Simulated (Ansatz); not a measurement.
System: S.

Input

```
crystal:
  lattice:
    - [5.284535353, 3.0510279086, 1.3935484991]
    - [-5.284535353, 3.0510279086, 1.3935484991]
    - [0.0, -6.1020558172, 1.393548499]
  atoms:
    - { symbol: S, position: [0.2601435009, 0.1498985342, 0.9126932014] }
    - { symbol: S, position: [0.9126932014, 0.2601435009, 0.1498985342] }
    - { symbol: S, position: [0.1498985342, 0.9126932014, 0.2601435009] }
    - { symbol: S, position: [0.7398564991, 0.8501014658, 0.0873067986] }
    - { symbol: S, position: [0.0873067986, 0.7398564991, 0.8501014658] }
    - { symbol: S, position: [0.8501014658, 0.0873067986, 0.7398564991] }
basis:
  ecutwfc: 420
kpoints:
  mp_grid: { grid: [6, 6, 6] }
  band_path:
    path:
      - [[0.0, 0.0, 0.0], [0.5, 0.0, 0.0], [0.5, -0.5, 0.5], [0.20143634, -0.79856366, 0.20143634]]
      - [[0.20143634, 0.20143634, 0.20143634], [0.0, 0.0, 0.0], [0.5, -0.5, 0.0]]
    npoints: 14
hamiltonian:
  xc: lda
scf:
  occupations: { method: gaussian, width: 0.02 }
  n_extra_bands: 15
output:
  forces: true
  stress: true
  eigenvalues: true
  populations: true
  dos: { projected: true, de: 0.02, nscf_kmesh: { grid: [9, 9, 9] } }
  bader: true
  write_density: true
  write_potential: true
  elf: true
  volumetric_format: npy
```

Run with:

```sh
ansatz run input.yaml --threads 2 --pin off --max-ram 5120MiB --backend cpu --events-out ev --progress --plain --runs-dir out
```

Below, planes, directions and counts refer to the conventional cell (a = 10.57 Å, b = 10.57 Å, c = 4.18 Å, α = 90.00°, β = 90.00°, γ = 120.00°).

Space group R-3; computed pressure about −2 GPa in this cell.

Theory: DFT LDA, scalar-relativistic, plane waves, PAW (Ansatz 0.2.0).

> Predict the valence pseudo-density and electron localisation function between the atoms.

S–S (2.08 Å): ρ at the midpoint is about 0.97 e/Å³; the ELF peaks at about 0.80 between the atoms; a covalent bond.

> Does the calculation make it a metal, or give it a gap?

It is gapped, with a Kohn–Sham gap of 1.7 eV on the k-point mesh (the band edges may lie off the mesh, which would make the gap smaller).

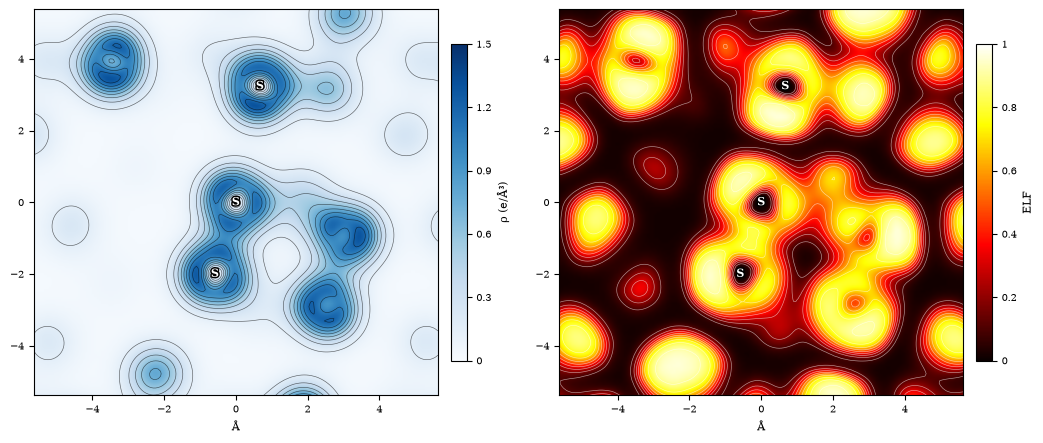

Computed valence pseudo-density and electron localisation function on the (011) plane of the conventional cell, in this order. Atoms just off the plane (S, 0.3 Å away) can leave unmarked features too.

Core electrons are frozen (PAW), and the valence fields are smoothed inside the atomic spheres.
